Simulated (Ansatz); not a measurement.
Input

```
crystal:
  lattice:
    - [2.940230115, 0.0, 0.0]
    - [-1.4701150575, 2.5463139726, 0.0]
    - [0.0, 0.0, 28.7496335412]
  atoms:
    - { symbol: Au, position: [0.0, 0.0, 0.0] }
    - { symbol: Au, position: [0.3333333333, 0.6666666667, 0.0836456569] }
    - { symbol: Au, position: [0.6666666667, 0.3333333333, 0.1668337982] }
    - { symbol: Au, position: [1.0, 1.0, 0.25] }
    - { symbol: Au, position: [0.3333333333, 0.6666666667, 0.3331662018] }
    - { symbol: Au, position: [0.6666666667, 0.3333333333, 0.4163543431] }
    - { symbol: Au, position: [0.3333333333, 0.6666666667, 0.9163543431] }
    - { symbol: Au, position: [0.6666666667, 0.3333333333, 0.8331662018] }
    - { symbol: Au, position: [1.0, 1.0, 0.75] }
    - { symbol: Au, position: [0.3333333333, 0.6666666667, 0.6668337982] }
    - { symbol: Au, position: [0.6666666667, 0.3333333333, 0.5836456569] }
    - { symbol: Au, position: [1.0, 1.0, 0.5] }
basis:
  ecutwfc: 420
kpoints:
  mp_grid: { grid: [21, 21, 4] }
hamiltonian:
  xc: pbe
scf:
  occupations: { method: gaussian, width: 0.1 }
output:
  forces: true
  stress: true
  eigenvalues: true
  write_density: true
  write_potential: true
  elf: true
  volumetric_format: npy
```

Run with:

```sh
ansatz run input.yaml --threads 2 --pin off --max-ram 5120MiB --backend cpu --events-out ev --progress --plain --runs-dir out
```

These are results of DFT PBE, scalar-relativistic, plane waves, PAW in Ansatz, not measurements.

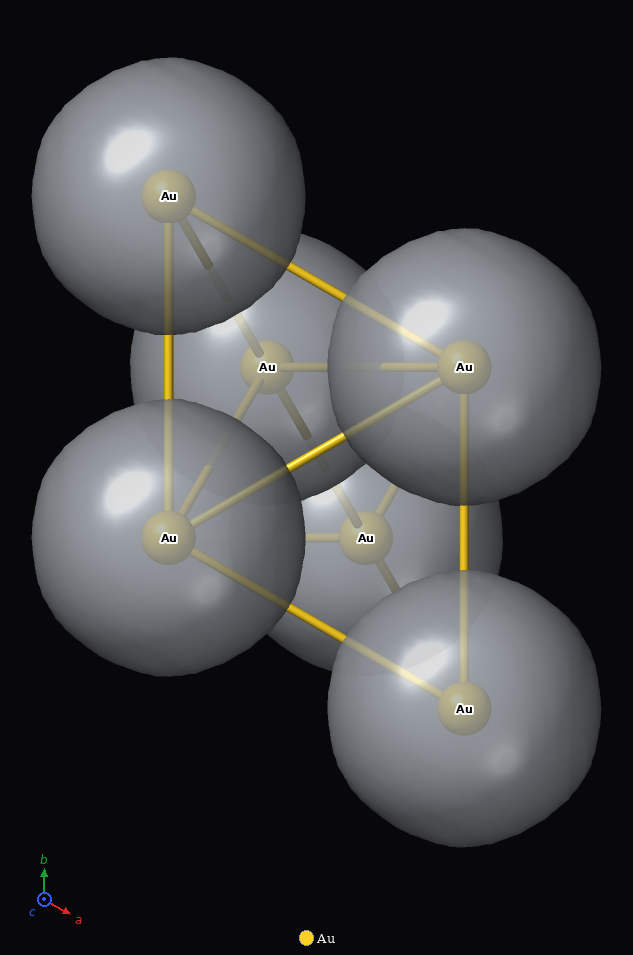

Au (interface cell). Isosurface of the valence charge density (pseudo) at 0.4 e/Å³ (grey), seen along the c axis. Sticks mark near contacts.

Core electrons are frozen (PAW), and the valence fields are smoothed inside the atomic spheres.

**How is the density connected at this value?**

At this value the density breaks into separate islands; it holds about 85 % of the electrons treated as valence (semicore included). It bridges none of the near contacts. It is pinched off along the shortest Au–Au (2.93 Å) contacts. On the grid the lowest density along these lines, outside the cores, is 0.26 e/Å³ (Au–Au, 2.93 Å).

**Does the calculation make it a metal, or give it a gap?**

It is metallic or semimetallic at this level of theory: no gap opens.
